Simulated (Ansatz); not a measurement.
**Ti3Al: density, localisation and related maps**

The calculation's input:

```
crystal:
  lattice:
    - [0.0, 3.191521294, 3.191521294]
    - [3.191521294, 0.0, 3.191521294]
    - [3.191521294, 3.191521294, 0.0]
  atoms:
    - { symbol: Ti, position: [0.75, 0.75, 0.75], spin: 0.22 }
    - { symbol: Ti, position: [0.25, 0.25, 0.25], spin: 0.22 }
    - { symbol: Ti, position: [0.0, 0.0, 0.0], spin: 0.96 }
    - { symbol: Al, position: [0.5, 0.5, 0.5] }
basis:
  ecutwfc: 420
kpoints:
  mp_grid: { grid: [10, 10, 10] }
hamiltonian:
  xc: pbesol
scf:
  occupations: { method: gaussian, width: 0.15 }
output:
  forces: true
  stress: true
  eigenvalues: true
  populations: true
  write_density: true
  write_potential: true
  elf: true
  volumetric_format: npy
magnetization:
  spin_polarized: true
```

Launched as:

```sh
ansatz run input.yaml --threads 2 --pin off --max-ram 5120MiB --backend cpu --events-out ev --progress --plain --runs-dir out
```

Below, planes, directions and counts refer to the conventional cell (a = 6.38 Å, b = 6.38 Å, c = 6.38 Å, α = 90.00°, β = 90.00°, γ = 90.00°).

Space group Fm-3m; a structure from a database of computed crystals, not necessarily the ambient phase; spin-polarised.

Level of theory: DFT PBEsol, scalar-relativistic, plane waves, PAW (Ansatz 0.2.0).

In a PAW calculation such maps are meaningful between the atoms, not at the nuclei.

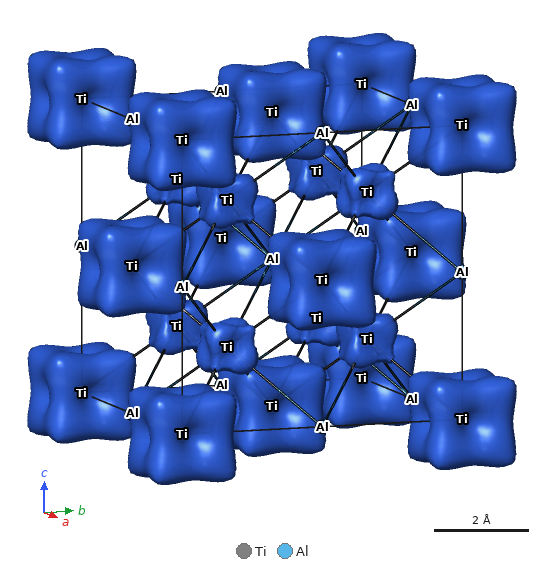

Figure 1. Isosurfaces of the magnetisation density (up minus down) at +0.05 (blue) and −0.05 e/Å³ (red), seen at an oblique angle. Sticks mark near contacts.

**Where is the spin, and how is it ordered?**

The spin density sits on Ti: +0.9 μB (×4) in one cell of 16 atoms, with smaller moments on other sites: Ti (up to +0.21 μB): parallel moments (a ferromagnetic arrangement) in this solution. The cell of the calculation (4 atoms) carries 1.7 μB of net spin moment. Only one sign reaches the isovalue.

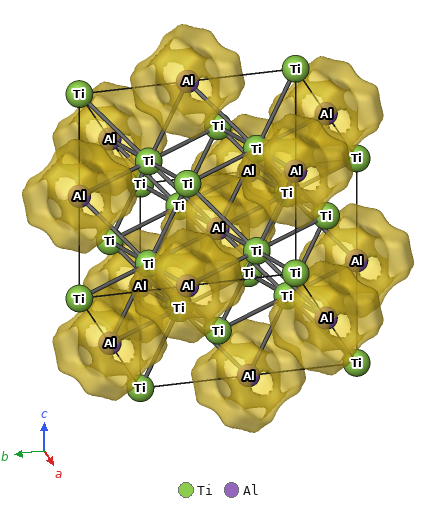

Figure 2. Isosurface of the ELF at 0.6 (yellow), seen at an oblique angle. Core shells and regions of very low density are left out. Sticks mark near contacts.

**Describe the localisation domains.**

At this value the surface marks out four regions wrapped around Al (the valence shell of each), counted in one cell of 16 atoms. Regions shared between cells count once. Along the contacts the grid gives the following. Ti–Al (2.76 Å): the ELF is about 0.30 at the midpoint. Ti–Ti (2.76 Å): the ELF is about 0.20 at the midpoint: no shared electron pair shows on this line.

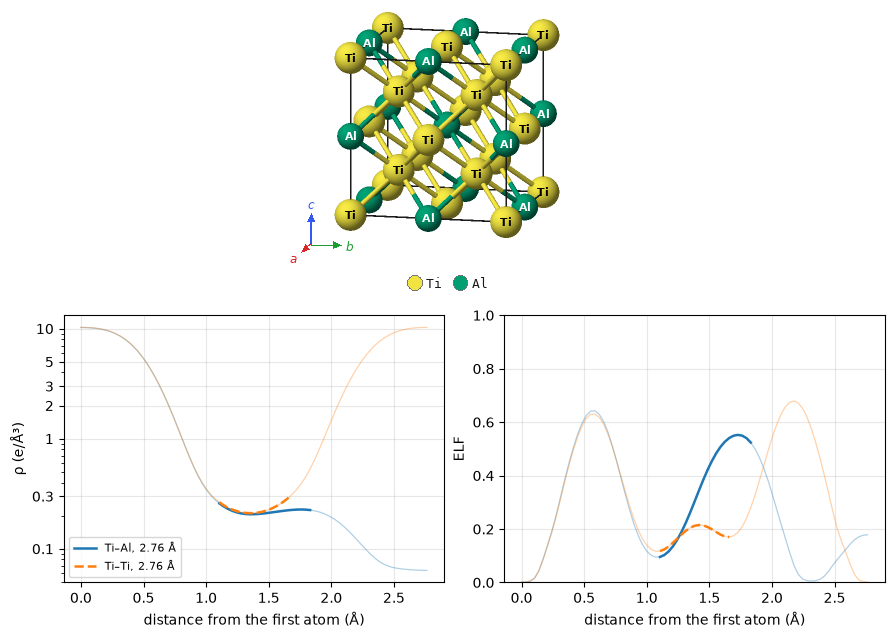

Figure 3. Valence charge density (pseudo) and ELF along straight lines between neighbouring atoms. Thin, pale parts lie inside the atomic spheres. The structure is drawn too.

**What can be read from the curves?**

Ti–Al (2.76 Å): the density is about 0.21 e/Å³ at the midpoint; the ELF is about 0.30 at the midpoint.
Ti–Ti (2.76 Å): the density is about 0.21 e/Å³ at the midpoint; the ELF is about 0.20 at the midpoint (no shared electron pair shows on this line).

**Does the calculation make it a metal, or give it a gap?**

It is gapless in this calculation (a metal or semimetal).
